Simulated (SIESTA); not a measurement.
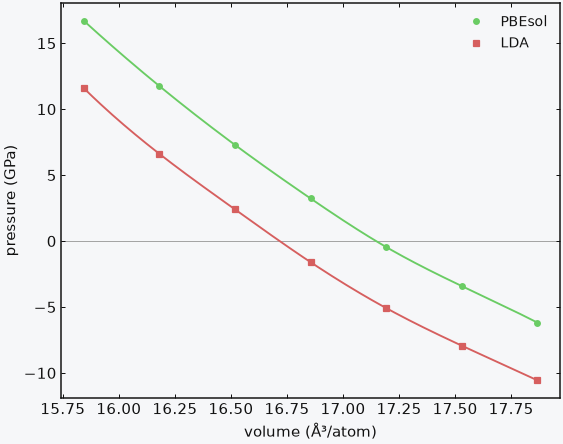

The figure shows the pressure against volume, with one curve for each functional, for Au (space group Fm-3m).

How it was computed, with SIESTA 5.4.2: DFT in numerical atomic orbitals with pseudopotentials, no spin polarisation; energies at scaled volumes of the given cell, shape and fractions fixed, counted from the fit's minimum, third-order Birch-Murnaghan fit. All runs: no spin polarisation.

k mesh 11×11×11; occupations Fermi–Dirac; smearing width 0.05 eV; potentials PseudoDojo 0.4 standard, converted to PSML, two zetas on semicore shells.

Q: Order the curves by fitted equilibrium volume, smallest first.

A: LDA 16.713, PBEsol 17.159 Å³/atom.

Q: Order the curves by fitted bulk modulus, smallest first.

A: PBEsol 171, LDA 189 GPa.

Q: For PBEsol: what does the pressure do across the range?

A: It falls from 16.71 GPa at volume 15.84 Å³/atom to −6.17 GPa at 17.87 Å³/atom, and changes sign near 17.15 Å³/atom.

Caveats: mulliken charges of long orbitals; short basis over semicore shells; spin-orbit coupling left out, heavy elements.
